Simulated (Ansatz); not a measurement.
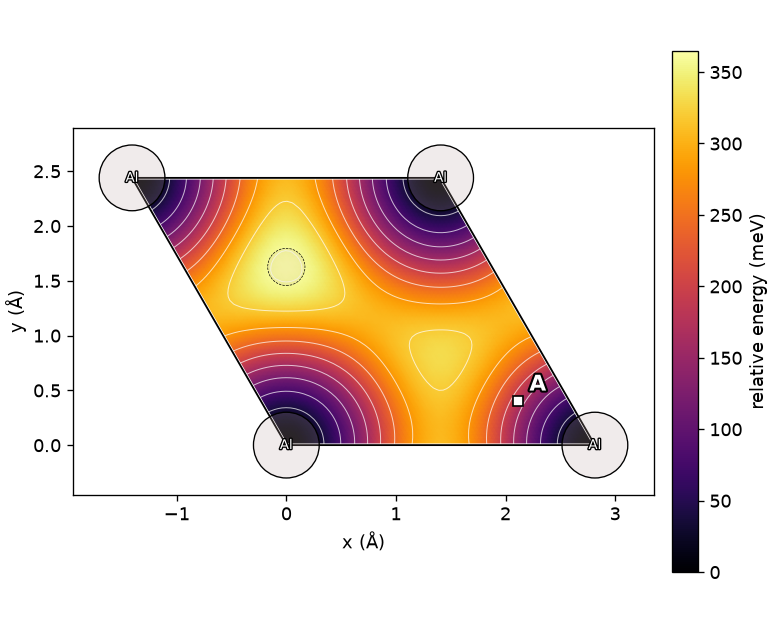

H on an Al(111) slab cut from the Fm-3m phase, its upper half relaxed before the scan (12 atoms of substrate and one adsorbate in a 2 × 2 cell). 
- H is moved over the surface cell at a fixed height above a rigid substrate; the origin of the map has the adsorbate above Al9; the height is held at 2.20 Å.
- Places are given modulo a cell vector. The map is drawn in real space over the plane of the surface.
- The scan uses a 6 × 6 grid; 10 points were computed and 26 follow by symmetry.
- Places are given in fractions of the 1 × 1 surface cell.
- All energies are given in meV relative to the lowest grid point.
- The runs have no spin polarisation, so an open-shell adsorbate far from the surface lies too high. At a fixed height the lowest place need not be the adsorption site.
- These are results of DFT PBE+D3(BJ), scalar-relativistic, plane waves, PAW (Ansatz), not measurements. Settings: cutoff 420 eV, k-mesh 6×6×1, gaussian smearing 0.1 eV, no spin polarisation.

Drawn: a smooth colour map with a few white contour lines, labelled circles for the atoms of the top layer and small ones for the second layer, the outline of one cell of the plane, the point A. Between grid points the surface is interpolated.

### Is A at rest? If not, where is it pushed?

A, at (5/6, 1/6) of the cell vectors, is not a stationary point. The computed force is 0.33 eV/Å in the plane, pointing down and right in the picture (components 0.29 and −0.17 eV/Å).

PAW datasets: the set soft_1.
